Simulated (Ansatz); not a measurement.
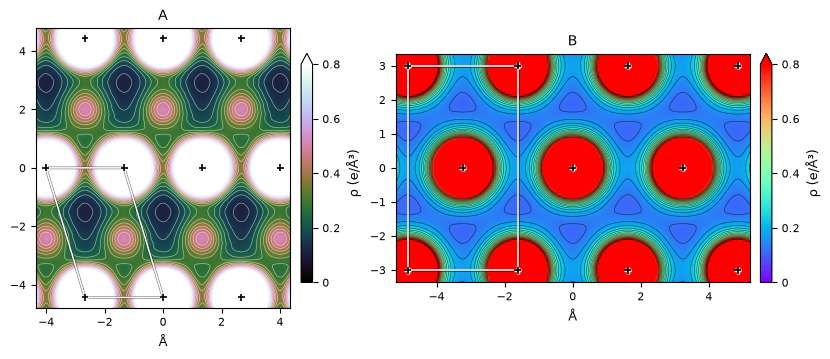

The valence electron density of 2 systems, each on a plane through atoms (crosses mark nuclei in the plane).

All numbers below come from DFT PBEsol, scalar-relativistic, plane waves, PAW (Ansatz).

System 1: Rh (interface cell), the (001) plane of the calculation cell. Computed without spin polarisation.

System 2: Sn, the (011̄) plane of the conventional cell. Space group I4/mmm.

```
CELL_PARAMETERS angstrom
3.23465 0.00000 0.00000
0.00000 3.23465 0.00000
0.00000 0.00000 5.06776
ATOMIC_POSITIONS crystal
Sn 0.00000 0.00000 0.00000
Sn 0.50000 0.50000 0.50000
```

Q: Which map belongs to which system?

A: Panel A is system 1, Rh: the plane holds Rh. Rh–Rh (2.67 Å): ρ at the midpoint is about 0.37 e/Å³. Panel B is system 2, Sn: the plane holds Sn. Sn–Sn (3.23 Å): ρ is about 0.17 e/Å³ halfway.
